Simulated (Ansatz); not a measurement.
```cif
data_structure
_symmetry_space_group_name_H-M 'P 1'
_symmetry_Int_Tables_number 1
_cell_length_a 6.5062
_cell_length_b 6.5062
_cell_length_c 6.5062
_cell_angle_alpha 90.000
_cell_angle_beta 90.000
_cell_angle_gamma 90.000
_cell_volume 275.41
loop_
_atom_site_label
_atom_site_type_symbol
_atom_site_fract_x
_atom_site_fract_y
_atom_site_fract_z
_atom_site_occupancy
Pt1 Pt 0.00000 0.00000 0.00000 1
Pt2 Pt 0.50000 0.00000 0.50000 1
Pt3 Pt 0.50000 0.50000 0.00000 1
Pt4 Pt 0.00000 0.50000 0.50000 1
Sb1 Sb 0.37562 0.37562 0.37562 1
Sb2 Sb 0.12438 0.62438 0.87562 1
Sb3 Sb 0.87562 0.12438 0.62438 1
Sb4 Sb 0.62438 0.87562 0.12438 1
Sb5 Sb 0.62438 0.62438 0.62438 1
Sb6 Sb 0.87562 0.37562 0.12438 1
Sb7 Sb 0.12438 0.87562 0.37562 1
Sb8 Sb 0.37562 0.12438 0.87562 1
```

Space group Pa-3.

Method: Ansatz, DFT, PAW plane waves, r2SCAN.

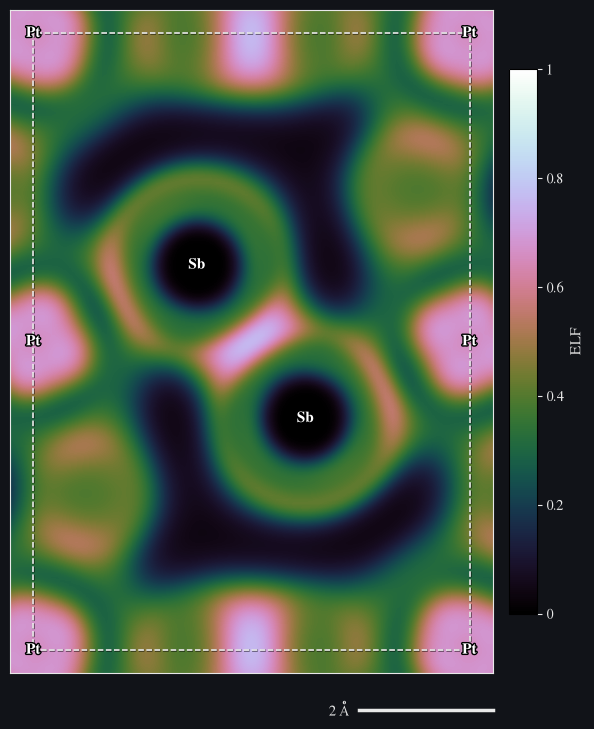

Sb$_{2}$Pt. Electron localisation function on the (101) plane of the conventional cell.

> Interpret the plot.

Atoms in the plane: Pt and Sb. Sb–Pt (2.70 Å): the ELF reaches about 0.55 near the midpoint. Sb–Sb (2.80 Å): the ELF peaks at about 0.75 between the atoms. The features right at Pt lie inside the PAW spheres, where the map follows smoothed inner orbitals and isn't to be read closely.

> Which way does charge flow, and how much by Bader's partition?

Electrons move from Sb towards Pt. Bader charges: Pt −0.88 and Sb +0.44 e.
